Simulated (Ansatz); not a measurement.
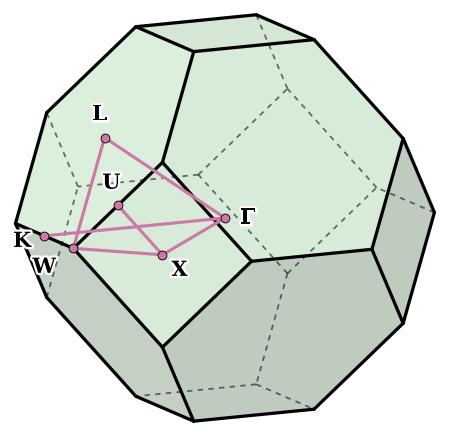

The figure shows the first Brillouin zone with its special points and a band path. Crystal: Ir, the geometry relaxed with Ansatz 0.2.0, DFT, LDA (PW92), plane waves (420 eV) with PAW, scalar-relativistic; the starting structure was generated, so it need not be a known form of this composition. Symmetry computed with spglib at a tolerance of 0.002 Å; standard conventional cell.

Labels and path follow the convention of Hinuma et al. (2017), as computed by seekpath.

Name the Bravais lattice of the crystal.

A face-centred cubic lattice (cF; extended symbol cF2). The zone is a truncated octahedron in its combinatorial type: 14 faces (6 with 4 edges, 8 with 6 edges), 36 edges, 24 vertices.

In which order does the conventional band path visit the special points?

Γ–X–U | K–Γ–L–W–X
